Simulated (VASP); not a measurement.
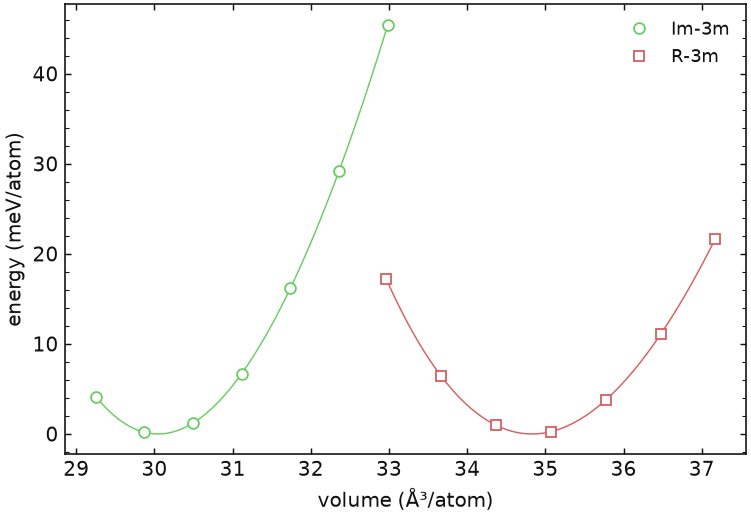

The picture above shows the energy against volume, with one curve for each structure, for Bi. Each energy curve has its own zero, so the curves don't rank the structures.

Method: plane-wave DFT, no spin polarisation; energies at scaled volumes of the given cell, shape and fractions fixed, counted from the fit's minimum, third-order Birch-Murnaghan fit (VASP 6.6.1). Level: PBEsol.

occupations Fermi–Dirac; smearing width 0.05 eV; potentials VASP PAW PBE potentials, recommended; wave cutoff 520 eV.

Settings that differ: Im-3m: k mesh 9×9×9; R-3m: k mesh 7×7×7.

Question: Order the curves by fitted equilibrium volume, smallest first.

Answer: Im-3m 30.046, R-3m 34.829 Å³/atom.

Question: Order the curves by fitted bulk modulus, smallest first.

Answer: R-3m 49.8, Im-3m 60.2 GPa.

Limits of the calculation: spin-orbit coupling left out, heavy elements.

The computed values:

Im-3m:
```
volume (Å³/atom)  energy (meV/atom)
           29.25               4.16
           29.87               0.20
           30.49               1.22
           31.12               6.71
           31.74              16.20
           32.36              29.25
           32.98              45.43
```

R-3m:
```
volume (Å³/atom)  energy (meV/atom)
           32.97              17.19
           33.67               6.43
           34.37               0.97
           35.07               0.26
           35.77               3.77
           36.47              11.05
           37.17              21.69
```
